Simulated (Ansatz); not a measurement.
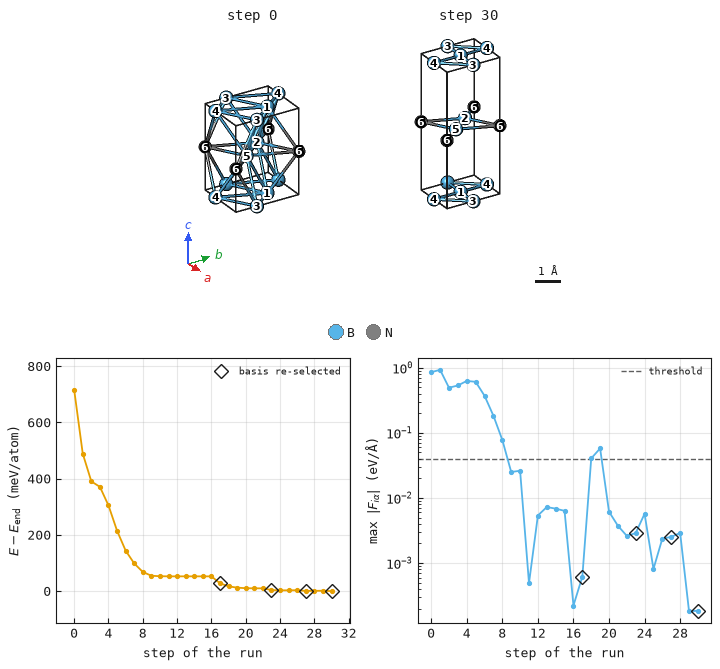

First and last geometry of a relaxation of crystalline B5N (a generated structure, set up in P-62m) (coarse preliminary run), with the history of the run. A ball-and-stick model of the cell of the calculation, seen from a free direction.

Method: Ansatz 0.2.0, DFT PBE, scalar-relativistic, plane waves, PAW. Settings: plane-wave cutoff 420 eV; k-point mesh 6 × 6 × 6; occupations gaussian; smearing width 0.1 eV; no spin polarisation; cell and atoms relaxed; force threshold 0.04 eV/Å; at most 70 steps.

Q: What do the curves and the structures tell?

A: It converged. The largest moves relative to the cell, 0.54 Å, are those of B1, B3 and B4. B4 goes along +a. N stays in place. Cell: a = b 3.920 → 3.296 Å (−15.9 %), c 3.664 → 5.785 Å (+57.9 %). Volume +11.6 %. Some distances before and after: B1–N6 2.254 → 3.327 Å, B1–B2 2.248 → 3.045 Å, B1–B3 2.257 → 1.648 Å, B1–B3 (another image) 2.276 → 2.848 Å. The space group (tolerance 0.01 Å) goes from P-62m (No. 189) to P6/mmm (No. 191). Over 26 accepted moves (30 points after the start) the energy falls by 716 meV per atom. Largest force component: 0.85 eV/Å at the start, 0.00018 eV/Å at the end. The pressure goes from −35.26 to 0.08 GPa. The SCF was repeated 4 times at an unchanged geometry on a basis and grid sized afresh for the cell, which shifted the energy by 24.7 meV per atom at most. The run took 82 s on 1 thread of Arm Neoverse V1 (shared host), peak memory 0.33 GiB.

| step | E − E(0), meV/atom | largest force component, eV/Å | pressure, GPa | volume, Å³/atom | note |
| --- | --- | --- | --- | --- | --- |
| 0 | 0.00 | 0.8550 | -35.26 | 8.127 |  |
| 1 | -226.83 | 0.9302 | -22.53 | 7.028 |  |
| 2 | -325.41 | 0.4944 | 10.67 | 5.988 |  |
| 3 | -344.79 | 0.5344 | 3.34 | 6.176 |  |
| 4 | -411.02 | 0.6277 | 0.72 | 6.361 |  |
| 5 | -501.02 | 0.6088 | 3.97 | 6.422 |  |
| 6 | -571.66 | 0.3714 | 8.10 | 6.495 |  |
| 7 | -617.33 | 0.1833 | 6.50 | 6.690 |  |
| 8 | -647.37 | 0.0779 | 3.41 | 6.908 |  |
| 9 | -660.99 | 0.0251 | 2.73 | 7.080 |  |
| 10 | -662.58 | 0.0262 | 0.17 | 7.218 |  |
| 11 | -663.06 | 0.0005 | 0.41 | 7.276 |  |
| 12 | -663.10 | 0.0054 | 0.05 | 7.340 |  |
| 13 | -663.05 | 0.0073 | -0.02 | 7.362 |  |
| 14 | -663.07 | 0.0069 | 0.00 | 7.356 |  |
| 15 | -663.10 | 0.0063 | 0.03 | 7.350 |  |
| 16 | -663.16 | 0.0002 | -0.07 | 7.337 |  |
| 17 | -687.86 | 0.0006 | 2.21 | 7.337 | same geometry, new basis |
| 18 | -698.70 | 0.0405 | 2.41 | 7.504 |  |
| 19 | -703.25 | 0.0577 | -1.79 | 7.897 |  |
| 21 | -705.69 | 0.0037 | 0.17 | 8.125 |  |
| 22 | -705.66 | 0.0026 | 0.04 | 8.144 |  |
| 23 | -711.88 | 0.0029 | 0.86 | 8.144 | same geometry, new basis |
| 24 | -712.91 | 0.0057 | 0.56 | 8.368 |  |
| 25 | -712.81 | 0.0008 | 0.46 | 8.531 |  |
| 26 | -712.45 | 0.0024 | 0.01 | 8.660 |  |
| 27 | -714.93 | 0.0025 | 0.08 | 8.660 | same geometry, new basis |
| 28 | -714.67 | 0.0029 | -0.31 | 8.924 |  |
| 29 | -714.22 | 0.0002 | 0.07 | 9.069 |  |
| 30 | -715.69 | 0.0002 | 0.08 | 9.069 | same geometry, new basis |
